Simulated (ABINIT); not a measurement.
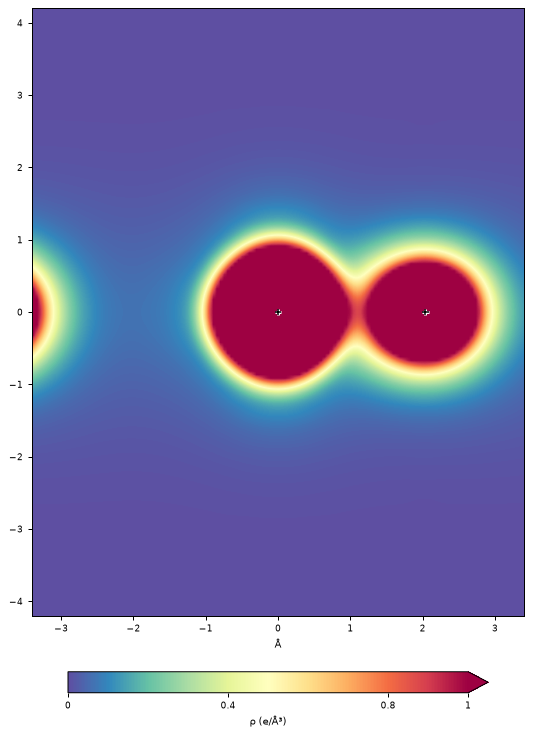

The valence electron density on a plane through atoms (crosses mark nuclei in the plane).

Computed with Kohn-Sham DFT of a periodic cell, PBE, JTH PAW PBE v2.0 (ABINIT).

Candidates:
A. HfN, a = 3.53 Å, b = 3.53 Å, c = 23.80 Å, α = 90.00°, β = 90.00°, γ = 120.00°. 
B. TiTe₂, a = 3.78 Å, b = 3.78 Å, c = 6.50 Å, α = 90.00°, β = 90.00°, γ = 120.00°. Space group P-3m1.

> Which system is this?

Candidate A: HfN on the (110) plane of the calculation cell, a cut from vacuum to vacuum, which holds Hf and N. Hf–N (2.04 Å): ρ at the midpoint is about 0.95 e/Å³.
